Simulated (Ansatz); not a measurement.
**From TiN to YN**

System: TiN (Fm-3m, 2 atoms in the cell).
Method of run 1: DFT PBE, scalar-relativistic, plane waves, PAW, no spin polarisation (Ansatz 0.2.0).
System of run 2: YN (Fm-3m, 2 atoms in the cell).

On run 1: The structure was made by swapping elements on the sites of another compound; it need not be a known phase. On run 2: The structure was made by swapping elements on the sites of another compound; it need not be a known phase. It belongs to a series of runs on one base structure; here: Zr -> Y on all its sites, cell and atoms relaxed. Text and figures count atoms from 1; the logs count them from 0 in places.

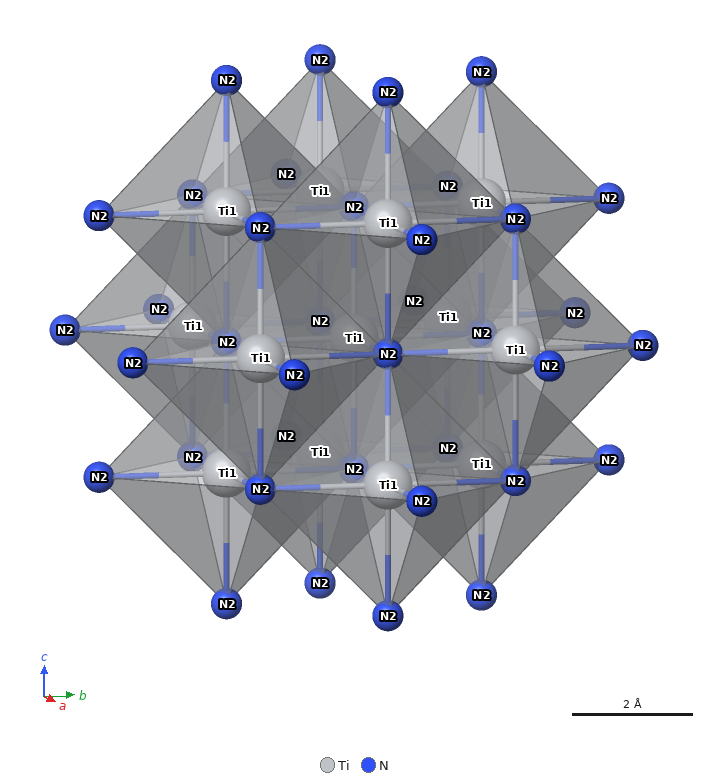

**Figure 1.** The input geometry (polyhedral view of the cell 4 times as large as that of the calculation, set on its symmetry axes, seen slightly off an axis; polyhedra are completed across the faces of the cell; atoms are numbered from 1 in the order of the input).

Input file, run 1:
```yaml
crystal:
  lattice:
    - [0.0, 2.2036833895, 2.2036833895]
    - [2.2036833895, 0.0, 2.2036833895]
    - [2.2036833895, 2.2036833895, 0.0]
  atoms:
    - { symbol: Ti, position: [0.5, 0.5, 0.5] }
    - { symbol: "N", position: [0.0, 0.0, 0.0] }
basis:
  ecutwfc: 420
kpoints:
  mp_grid: { grid: [8, 8, 8] }
hamiltonian:
  xc: pbe
scf:
  occupations: { method: gaussian, width: 0.1 }
output:
  forces: true
  stress: true
  eigenvalues: true
relax:
  adjacent_minimum: "off"
  f_tol: 0.05
  max_steps: 60
  cell: { stress_tol: 0.5 }
```

Launched with:
```bash
ansatz run input.yaml --threads 1 --pin off --max-ram 2560MiB --backend cpu --events-out ev --progress --plain --runs-dir out
```

Hardware: 1 thread of AMD EPYC (Zen 3), 32 GiB of memory available, shared host.

Output, shortened to warnings, some set-up lines, iterations and results (run 1):
```
Basis set: ecut = 420 eV, 411 PW (Γ), exchange–correlation on 48×48×48 points (8 copies of the dense FFT grid, shifted against one another)
Symmetry: 48 space group operations
k-points: 29 of 512
Initial density: superposition of atomic densities (neutral atoms: chi_scale 0, normalization atom), corrected by the library's trained network
[...]
SCF iter   1: F=—  HF=-2886.913650 eV  |F-HF|=—  |Δ(HF+E_count)|=         —  Δρ=1.71e-3  dr2=4.29e-4  ethr=1.77e-3  ⟨swp⟩=4.2  Hψ=1797  notcnv=0
SCF iter   2: F=—  HF=-2886.913044 eV  |F-HF|=—  |Δ(HF+E_count)|=   6.06e-4  Δρ=9.46e-4  dr2=1.35e-4  ethr=2.52e-6  ⟨swp⟩=1.7  Hψ=660  notcnv=0
SCF iter   3: F=—  HF=-2886.913070 eV  |F-HF|=—  |Δ(HF+E_count)|=   2.63e-5  Δρ=1.86e-4  dr2=8.13e-6  ethr=7.93e-7  ⟨swp⟩=2.5  Hψ=514  notcnv=0
SCF iter   4: F=—  HF=-2886.913075 eV  |F-HF|=—  |Δ(HF+E_count)|=   4.37e-6  Δρ=5.10e-5  dr2=6.46e-7  ethr=4.78e-8  ⟨swp⟩=1.9  Hψ=409  notcnv=0
SCF iter   5: F=-2886.913074 eV  HF=-2886.913074 eV  |F-HF|=2.13e-8  |Δ(HF+E_count)|=   8.64e-8  Δρ=1.58e-5  dr2=3.82e-8  ethr=3.80e-9  ⟨swp⟩=2.9  Hψ=617  notcnv=0
[... 22 lines ...]
SCF iter   4: F=-2887.098949 eV  HF=-2887.098949 eV  |F-HF|=1.16e-9  |Δ(HF+E_count)|=   4.83e-8  Δρ=5.29e-6  dr2=1.57e-9  ethr=1.62e-10  ⟨swp⟩=2.0  Hψ=595  notcnv=0
SCF iter   5: F=-2887.098949 eV  HF=-2887.098949 eV  |F-HF|=1.77e-11  |Δ(HF+E_count)|=   1.42e-9  Δρ=6.78e-7  dr2=6.20e-11  ethr=9.24e-12  ⟨swp⟩=2.0  Hψ=514  notcnv=0
SCF iter   6: F=-2887.098949 eV  HF=-2887.098949 eV  |F-HF|=0.00e0  |Δ(HF+E_count)|=  1.41e-11  Δρ=5.27e-8  dr2=2.32e-13  ethr=1.00e-12  ⟨swp⟩=2.0  Hψ=1069  notcnv=0
SCF 4 converged in 6 iterations: F = -2887.098949 eV  dr2 = 2.32e-13
relax step   4: F+E_penalty+E_count = -2887.09894872 eV  Δ(F+E_penalty+E_count) = +4.007e-3 eV  max|allowed force component| = 6.804e-30 eV/Å  Δτ_max = 0.0000 Å  P = +0.020 …
basis re-selected at this cell: Δ(F+E_penalty+E_count) = +4.007e-3 eV, ΔP = -0.322 GPa vs the last step (what re-selecting the basis moved, of the pressure what is left beyond the Pulay correction that the steps carried, after the strain that the cell walked since its last selection, with what the …
SCF converged after 6 iterations
Free energy (F): -2887.098949 eV
Harris-Foulkes:  -2887.098949 eV  (|F-HF|=0.00e0)
Internal energy: -2887.090345 eV  (E = F + TS)
E sigma→0 (E₀):  -2887.094647 eV
Entropy (-TS):   -0.008603 eV (-4.302 meV/atom)
Fermi energy:    17.072397 eV
--- Per-component energies (eV) ---
  E_band       = -93.202732
  E_kinetic    = 406.311998
  E_local      = -791.148050  (includes V_loc(G=0)·N_el)
  E_nonlocal   = 51.306222
  E_hartree    = 315.175941
  E_xc         = -159.757732
  E_vxc        = -201.391948  (∫ρ·V_xc dr)
  E_paw        = -1174.014942  (= ΣΔE_a)
  E_vpaw       = -188.633064  (= ΣTr[D̂ρ^β])
  E_aug_tail   = 0.000218  (compensation charges beyond the density's cutoff)
  E_ewald      = -1534.963999
  E_smearing   = -0.008603  (= −TS)
  E_closure    = 0.000000  (closes the sum)
  Σ components = -2887.098949   (vs F -2887.098949, Δ=0.00e0)
--- Forces (eV/Å), atoms counted from 1 ---
  atom   1  Ti     0.00000000    -0.00000000     0.00000000
  atom   2  N     -0.00000000     0.00000000     0.00000000
  max |Σ_I F_I| component: 1.16e-29 eV/Å
--- Stress (GPa, compression-positive) ---
        0.020008      -0.000000      -0.000000
       -0.000000       0.020008      -0.000000
       -0.000000      -0.000000       0.020008
  P = ⅓ Tr σ = 0.0200 GPa (0.200 kbar)
--- Relaxed structure (3 steps of the walk, 3 accepted, 1 SCFs on fresh bases) ---
  F+E_penalty+E_count = -2887.09894872 eV   max|allowed force component| = 6.804e-30 eV/Å   (the final SCF, on the basis selected at the relaxed cell)
  cell:  # Å, volume = 19.1617 Å³
    - [1.2738430082238966e-35, 2.123902860610871, 2.123902860610871]
    - [2.123902860610871, -4.458450528783642e-34, 2.123902860610871]
    - [2.123902860610871, 2.123902860610871, -2.5476860164477955e-34]
  atoms:
    - { symbol: Ti, position: [0.5, 0.5, 0.5] }
    - { symbol: N, position: [2.7311233114922506e-35, -1.4565990994628304e-35, -3.277347973790639e-35] }
```

For run 2 the input was changed thus:
```diff
-    - [0.0, 2.2036833895, 2.2036833895]
-    - [2.2036833895, 0.0, 2.2036833895]
-    - [2.2036833895, 2.2036833895, 0.0]
+    - [0.0, 2.3899700215, 2.3899700215]
+    - [2.3899700215, 0.0, 2.3899700215]
+    - [2.3899700215, 2.3899700215, 0.0]
-    - { symbol: Ti, position: [0.5, 0.5, 0.5] }
+    - { symbol: "Y", position: [0.5, 0.5, 0.5] }
```

How does run 2 compare with run 1?

The total energies belong to different systems, so their difference says nothing on which is more stable or more accurate. A gap of 0.20 eV opens on the mesh, where run 1 has none. The pressure goes from 0.02 to 0.42 GPa. The volume per atom goes from 9.58 to 14.72 Å³. The SCF takes 30 iterations over all geometry steps against 24.

Output, shortened to warnings, some set-up lines, iterations and results (run 2):
```
Basis set: ecut = 420 eV, 531 PW (Γ), exchange–correlation on 48×48×48 points (8 copies of the dense FFT grid, shifted against one another)
Symmetry: 48 space group operations
k-points: 29 of 512
Initial density: superposition of atomic densities (neutral atoms: chi_scale 0, normalization atom), corrected by the library's trained network
[...]
SCF iter   1: F=—  HF=-4235.983547 eV  |F-HF|=—  |Δ(HF+E_count)|=         —  Δρ=3.61e-4  dr2=7.66e-6  ethr=1.77e-3  ⟨swp⟩=5.1  Hψ=1797  notcnv=0
SCF iter   2: F=—  HF=-4235.983746 eV  |F-HF|=—  |Δ(HF+E_count)|=   1.99e-4  Δρ=2.53e-4  dr2=6.17e-6  ethr=4.79e-8  ⟨swp⟩=3.0  Hψ=993  notcnv=0
SCF iter   3: F=—  HF=-4235.983758 eV  |F-HF|=—  |Δ(HF+E_count)|=   1.16e-5  Δρ=1.00e-4  dr2=6.88e-7  ethr=3.85e-8  ⟨swp⟩=2.8  Hψ=565  notcnv=0
SCF iter   4: F=-4235.983761 eV  HF=-4235.983761 eV  |F-HF|=2.32e-8  |Δ(HF+E_count)|=   2.86e-6  Δρ=1.08e-5  dr2=2.93e-8  ethr=4.30e-9  ⟨swp⟩=2.0  Hψ=552  notcnv=0
SCF iter   5: F=-4235.983761 eV  HF=-4235.983761 eV  |F-HF|=7.91e-9  |Δ(HF+E_count)|=   8.73e-9  Δρ=6.16e-6  dr2=9.60e-9  ethr=1.83e-10  ⟨swp⟩=2.0  Hψ=553  notcnv=0
[... 30 lines ...]
SCF iter   4: F=-4236.078993 eV  HF=-4236.078993 eV  |F-HF|=6.66e-10  |Δ(HF+E_count)|=   3.16e-7  Δρ=2.21e-6  dr2=5.06e-10  ethr=2.88e-10  ⟨swp⟩=2.0  Hψ=464  notcnv=0
SCF iter   5: F=-4236.078993 eV  HF=-4236.078993 eV  |F-HF|=1.82e-11  |Δ(HF+E_count)|=  8.19e-10  Δρ=3.63e-7  dr2=1.31e-11  ethr=3.16e-12  ⟨swp⟩=2.1  Hψ=510  notcnv=0
SCF iter   6: F=-4236.078993 eV  HF=-4236.078993 eV  |F-HF|=1.82e-12  |Δ(HF+E_count)|=  2.00e-11  Δρ=2.94e-8  dr2=8.93e-14  ethr=1.00e-12  ⟨swp⟩=2.0  Hψ=891  notcnv=0
SCF 5 converged in 6 iterations: F = -4236.078993 eV  dr2 = 8.93e-14
relax step   5: F+E_penalty+E_count = -4236.07899278 eV  Δ(F+E_penalty+E_count) = -5.817e-3 eV  max|allowed force component| = 7.593e-30 eV/Å  Δτ_max = 0.0000 Å  P = +0.418 …
basis re-selected at this cell: Δ(F+E_penalty+E_count) = -5.817e-3 eV, ΔP = +0.293 GPa vs the last step (what re-selecting the basis moved, of the pressure what is left beyond the Pulay correction that the steps carried, after the strain that the cell walked since its last selection, with what the …
SCF converged after 6 iterations
Free energy (F): -4236.078993 eV
Harris-Foulkes:  -4236.078993 eV  (|F-HF|=1.82e-12)
Internal energy: -4236.078758 eV  (E = F + TS)
E sigma→0 (E₀):  -4236.078876 eV
Entropy (-TS):   -0.000234 eV (-0.117 meV/atom)
Fermi energy:    11.962896 eV
--- Per-component energies (eV) ---
  E_band       = -51.921051
  E_kinetic    = 436.979631
  E_local      = -608.159049  (includes V_loc(G=0)·N_el)
  E_nonlocal   = 94.714391
  E_hartree    = 187.289571
  E_xc         = -235.584868
  E_vxc        = -278.320394  (∫ρ·V_xc dr)
  E_paw        = -2952.098002  (= ΣΔE_a)
  E_vpaw       = -71.714869  (= ΣTr[D̂ρ^β])
  E_aug_tail   = 0.000096  (compensation charges beyond the density's cutoff)
  E_ewald      = -1159.220528
  E_smearing   = -0.000234  (= −TS)
  E_closure    = 0.000000  (closes the sum)
  Σ components = -4236.078993   (vs F -4236.078993, Δ=0.00e0)
--- Forces (eV/Å), atoms counted from 1 ---
  atom   1  Y      0.00000000    -0.00000000    -0.00000000
  atom   2  N     -0.00000000     0.00000000     0.00000000
  max |Σ_I F_I| component: 1.43e-29 eV/Å
--- Stress (GPa, compression-positive) ---
        0.417714      -0.000000       0.000000
       -0.000000       0.417714       0.000000
        0.000000      -0.000000       0.417714
  P = ⅓ Tr σ = 0.4177 GPa (4.177 kbar)
--- Relaxed structure (4 steps of the walk, 4 accepted, 1 SCFs on fresh bases) ---
  F+E_penalty+E_count = -4236.07899278 eV   max|allowed force component| = 7.593e-30 eV/Å   (the final SCF, on the basis selected at the relaxed cell)
  cell:  # Å, volume = 29.4488 Å³
    - [1.203781642771583e-33, 2.4510157545499087, 2.4510157545499087]
    - [2.4510157545499087, -1.49039631962196e-33, 2.4510157545499087]
    - [2.4510157545499087, 2.4510157545499087, -3.120915370148548e-34]
  atoms:
    - { symbol: Y, position: [0.5, 0.5, 0.5] }
    - { symbol: N, position: [6.505467351920227e-36, -5.4561984241963666e-36, -8.813858992918294e-36] }
```

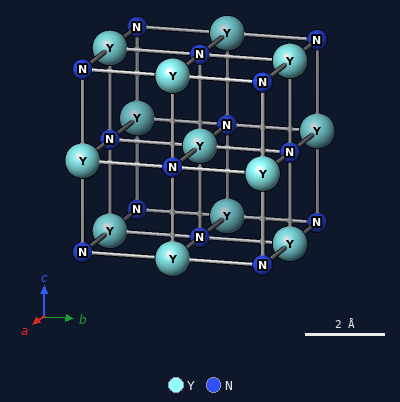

**Figure 2.** The input structure of run 2 (ball-and-stick view of the cell 4 times as large as that of the calculation, set on its symmetry axes, seen slightly off an axis).

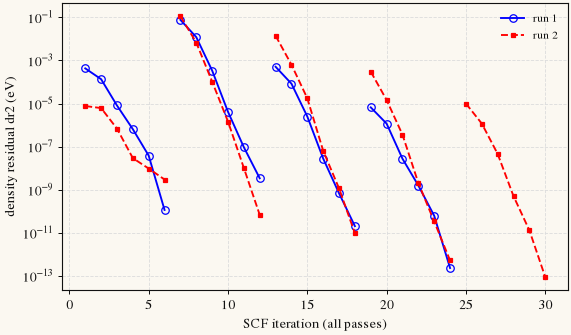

**Figure 3.** Convergence of the two runs: density residual dr2 against the SCF iteration. A break in a curve parts two SCF passes. Run 1 takes 24 iterations in all, and run 2 takes 30.

The two runs side by side:

| quantity | run 1 | run 2 |
| --- | --- | --- |
| outcome | converged | converged |
| free energy per atom (eV) | −1443.5495 | −2118.0395 |
| energy per atom, smearing taken to zero (eV) | −1443.5473 | −2118.0394 |
| gap on the mesh (eV) | 0.00 | 0.20 |
| pressure (GPa) | 0.02 | 0.42 |
| volume per atom (Å³) | 9.58 | 14.72 |
| largest force (eV/Å) | 0.000 | 0.000 |
| SCF iterations | 24 | 30 |
| irreducible k-points | 29 | 29 |
| wall time (shared host) | 2.9 s | 3.5 s |

For run 1: The cell holds an odd number of electrons but the run has no spin polarisation, so it comes out as a metal.
